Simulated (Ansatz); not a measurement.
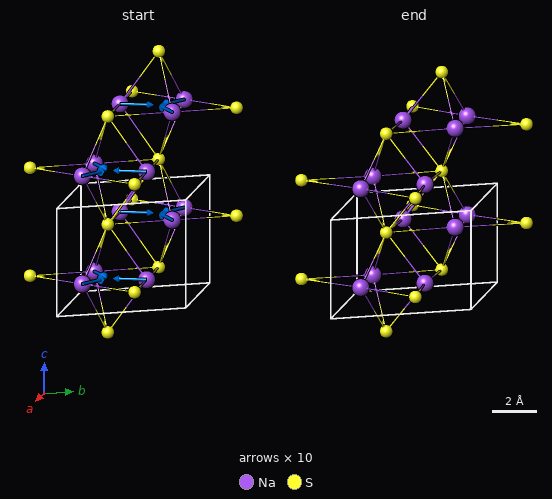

The structure of crystalline Na3S (built on the Ni3Sn (D0_19)_194 type) (coarse preliminary run) before (left) and after (right) a relaxation, at one scale. The blue arrows give the displacements (the part carried along by the change of the cell is left out), magnified 10 times.

Style: ball-and-stick. Shown: the cell of the calculation, repeated 1 × 1 × 2 with one cell outlined, slightly off an axis.

Case: Ni3Sn (D0_19) type (P6_3/mmc, No. 194).

Level of theory: DFT PBE, scalar-relativistic, plane waves, PAW (Ansatz).

Input file:
```yaml
crystal:
  lattice:
    - [6.2383567782, 0.0, 0.0]
    - [-3.1191783891, 5.4025754478, 0.0]
    - [0.0, 0.0, 5.007243845]
  atoms:
    - { symbol: Na, position: [0.833, 0.666, 0.25] }
    - { symbol: Na, position: [0.167, 0.833, 0.75] }
    - { symbol: Na, position: [0.334, 0.167, 0.25] }
    - { symbol: Na, position: [0.167, 0.334, 0.75] }
    - { symbol: Na, position: [0.833, 0.167, 0.25] }
    - { symbol: Na, position: [0.666, 0.833, 0.75] }
    - { symbol: S, position: [0.3333333333, 0.6666666667, 0.25] }
    - { symbol: S, position: [0.6666666667, 0.3333333333, 0.75] }
basis:
  ecutwfc: 420
kpoints:
  mp_grid: { grid: [3, 3, 4] }
hamiltonian:
  xc: pbe
scf:
  occupations: { method: gaussian, width: 0.1 }
  lower_state_search: "off"
output:
  forces: true
  stress: true
  eigenvalues: true
relax:
  adjacent_minimum: "off"
  f_tol: 0.04
  max_steps: 70
  cell: { stress_tol: 0.4 }
```

Run as
```bash
ansatz run input.yaml --threads 1 --pin off --max-ram 2560MiB --backend cpu --events-out ev --progress --plain --runs-dir out
```

What changed between the two?

After 3 accepted moves (4 points after the start) the energy has fallen by 54.7 meV per atom. Largest force component: 0.48 eV/Å at the start, 0.00026 eV/Å at the end. Pressure: 1.78 GPa at the start and 0.35 GPa at the end. The SCF was repeated once at an unchanged geometry on a basis and grid sized afresh for the cell, which shifted the energy by 0.4 meV per atom at most. The largest moves relative to the cell, 0.16 Å, are those of Na1, Na2, Na3, Na4, Na5 and Na6. Na1 goes along [−1 −2 0]. S stays in place. The volume changes by +8.7 %, with a = b 6.238 → 6.798 Å (+9.0 %), c 5.007 → 4.582 Å (−8.5 %). Among the contacts that change: Na1–Na3 3.125 → 3.691 Å, Na1–S7 3.119 → 3.403 Å, Na1–S8 3.082 → 2.910 Å, Na1–Na2 3.086 → 3.129 Å. Among the angles between lasting bonds that change: S8–Na5–S8 108.7° → 103.9°, Na1–S8–Na1 108.7° → 103.9°, Na1–S8–Na3 60.7° → 64.5°. The space group stays P6_3/mmc (No. 194).
